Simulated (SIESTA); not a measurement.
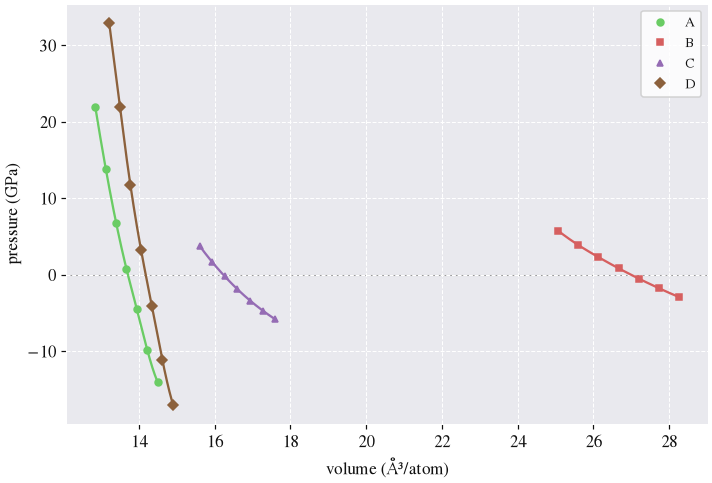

The plot gives the computed pressure against volume, with one curve for each element, for Al, Ir, Rh and Sb (all in space group Fm-3m (No. 225)). The labels are replaced by letters.

Method: DFT in numerical atomic orbitals with pseudopotentials, no spin polarisation; energies at scaled volumes of the given cell, shape and fractions fixed, counted from the fit's minimum, third-order Birch-Murnaghan fit (SIESTA 5.4.2). Level: PBEsol.

- occupations: Fermi–Dirac
- smearing width: 0.05 eV
- potentials: PseudoDojo 0.4 standard, converted to PSML, two zetas on semicore shells

Question: Which letter stands for which compound?

Answer: A: Rh; B: Sb; C: Al; D: Ir.

Caveats: mulliken charges of long orbitals; potentials made for another functional (Ir); short basis over semicore shells (Ir); valence orbitals made in semicore potential (Ir).
